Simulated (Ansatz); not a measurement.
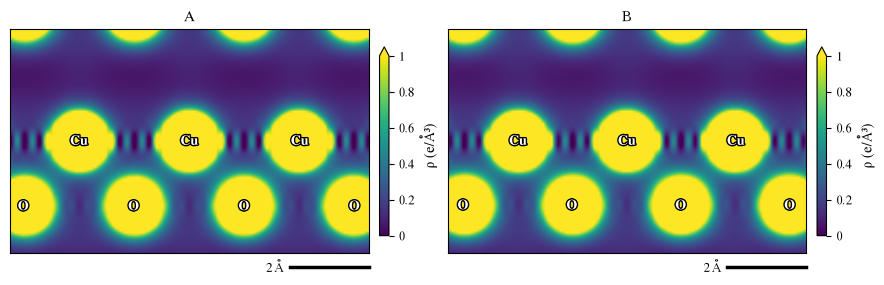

CuO. The valence pseudo-density of two cells that differ in size, on the (110) plane of each (indices in the axes of the calculation cell), at one length scale and on one colour scale; one has 9.4 and the other 9.8 Å³ an atom.

The calculation used Kohn-Sham DFT of a periodic cell, PBE, PseudoDojo stringent in Ansatz 0.2.0.

Core electrons are replaced by pseudopotentials, and the valence fields are smoothed inside the atomic spheres.

The larger cell:

```xyz
2
Lattice="2.8551 0.0000 0.0000 -1.4276 2.4726 0.0000 0.0000 0.0000 2.7864" Properties=species:S:1:pos:R:3 pbc="T T T"
Cu    0.0000    0.0000    0.0000
O     1.4276    0.8242    1.3932
```

The smaller cell: a = 2.817 Å, b = 2.817 Å, c = 2.750 Å, α = 90.00°, β = 90.00°, γ = 120.00°.

Question: Which is the denser cell? Describe the effect of the change.

Answer: Panel B is the smaller cell, by 4 % in volume. From the larger cell to the smaller, Cu–O goes from 2.16 to 2.13 Å, and the density at its midpoint from 0.4 to 0.43 e/Å³; the pressure goes from −3.9 to 2.8 GPa.
